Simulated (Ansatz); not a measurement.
**NaI: density, localisation and related maps**

The calculation's input:

```
crystal:
  lattice:
    - [4.553446119, 0.0, 0.0]
    - [0.0, 4.3254991146, 0.0]
    - [0.0, 0.0, 8.3731747532]
  atoms:
    - { symbol: Na, position: [0.25, 0.5, 0.2510573171] }
    - { symbol: Na, position: [0.75, 0.5, 0.7489426829] }
    - { symbol: I, position: [0.25, 0.0, 0.7505836473] }
    - { symbol: I, position: [0.75, 0.0, 0.2494163527] }
basis:
  ecutwfc: 420
kpoints:
  mp_grid: { grid: [6, 6, 4] }
hamiltonian:
  xc: pbe
scf:
  occupations: { method: gaussian, width: 0.02 }
output:
  forces: true
  stress: true
  eigenvalues: true
  write_density: true
  write_potential: true
  elf: true
  volumetric_format: npy
relax:
  adjacent_minimum: "off"
  f_tol: 0.01
  max_steps: 80
  cell: { stress_tol: 0.05 }
```

Launched as:

```sh
ansatz run input.yaml --threads 1 --pin off --max-ram 2560MiB --backend cpu --events-out ev --progress --plain --runs-dir out
```

Below, planes, directions and counts refer to the conventional cell (a = 4.55 Å, b = 4.33 Å, c = 8.37 Å, α = 90.00°, β = 90.00°, γ = 90.00°).

The fields are those of the relaxed geometry.

Space group Pmma; a structure from a database of computed crystals, not necessarily the ambient phase; started from the database_51 prototype, which need not be the ambient phase.

Method: DFT PBE, scalar-relativistic, plane waves, PAW (Ansatz).

Core electrons are frozen (PAW), and the valence fields are smoothed inside the atomic spheres.

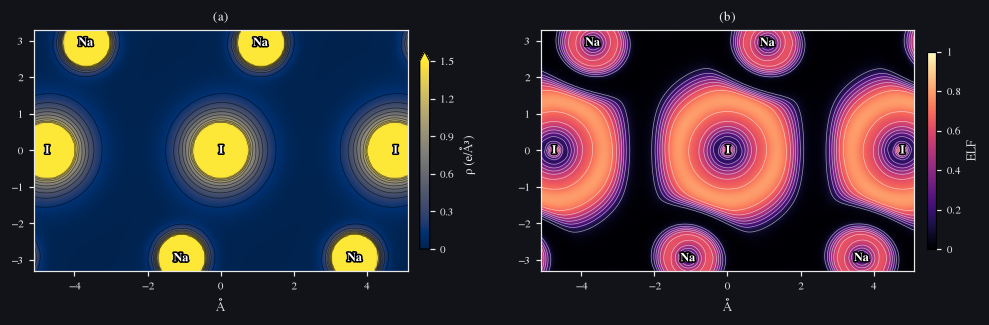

Figure 1. (a) valence charge density (pseudo); (b) ELF on the (111) plane of the conventional cell.

Question: What does the map show?

Answer: The plane passes through Na and I nuclei.
Na–I (3.14 Å): ρ is about 0.15 e/Å³ halfway, with its minimum of 0.07 e/Å³ about 1.2 Å from Na; the ELF peaks at about 0.80 in the valence shell of I, 1.3 Å from its nucleus, and falls to about 0 next to Na (an ionic contact with no shared pair).
Between the atoms the lowest density in this plane is 0.004 e/Å³.
The features right at Na lie inside the PAW spheres, where the map follows smoothed inner orbitals and isn't to be read closely.

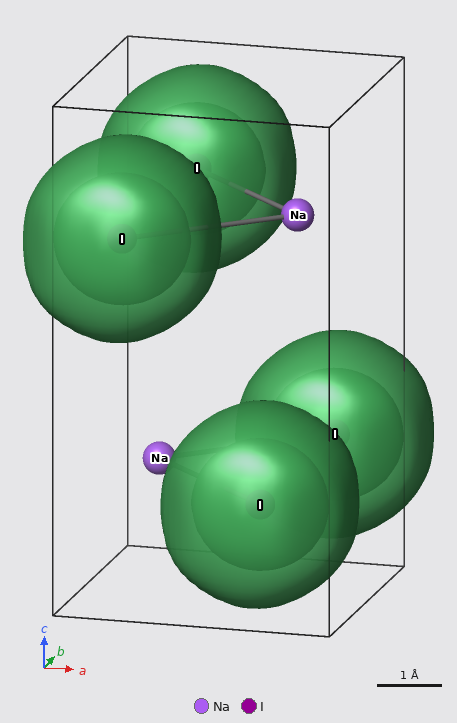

Figure 2. Isosurface of the ELF at 0.7 (green), seen slightly off an axis. Core shells and regions of very low density are left out. Sticks mark near contacts.

Question: Identify the bonds, lone pairs and shells in this picture.

Answer: The ELF exceeds this value in two regions wrapped around I (the valence shell of each), counted in one cell of 4 atoms. Any copies at cell faces, edges or corners count once.

Question: Metal or insulator at this level of theory?

Answer: It is gapped, with a Kohn–Sham gap of 3.0 eV on the k-point mesh (the band edges may lie off the mesh, which would make the gap smaller).
